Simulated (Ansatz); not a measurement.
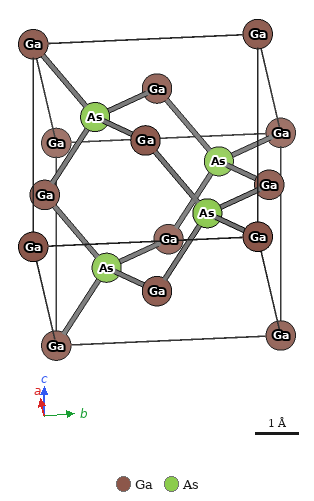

Phonons of crystalline GaAs relaxed at 30 GPa, at the zone centre. A ball-and-stick model of the conventional cell (4 times the calculation's cell), seen from a free direction. Lengths and directions refer to the drawn axes.

The calculation used DFT PBE, scalar-relativistic, plane waves, PAW (Ansatz 0.2.0).

The input:
```yaml
crystal:
  lattice:
    - [0.0, 2.6284473229, 2.6284473229]
    - [2.6284473229, 0.0, 2.6284473229]
    - [2.6284473229, 2.6284473229, 0.0]
  atoms:
    - { symbol: Ga, position: [0.0, 0.0, 0.0] }
    - { symbol: As, position: [0.75, 0.75, 0.75] }
basis:
  ecutwfc: 420
kpoints:
  mp_grid: { grid: [12, 12, 12] }
hamiltonian:
  xc: pbe
scf:
  occupations: { method: fixed }
output:
  eigenvalues: true
phonons:
  method: dfpt
  dielectric: true
  rigid_motions: translations
  eigenvectors: true
```

Command:
```bash
ansatz run input.yaml --threads 1 --pin off --max-ram 3072MiB --backend cpu --events-out ev --progress --plain --runs-dir out
```

Frequencies are those without the non-analytic (LO–TO) term.

### List the optical modes.

The calculation's cell holds 2 atoms, so there are 3 optical modes, in 1 level. The optical modes span T₂. No level is unstable.

```csv
level,symmetry,frequency (cm⁻¹),activity
1,T₂,345,infrared- and Raman-active
```

The displacement patterns (one member of each degenerate set):

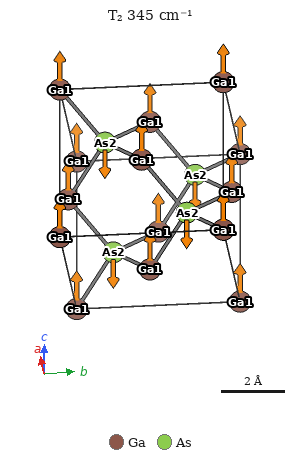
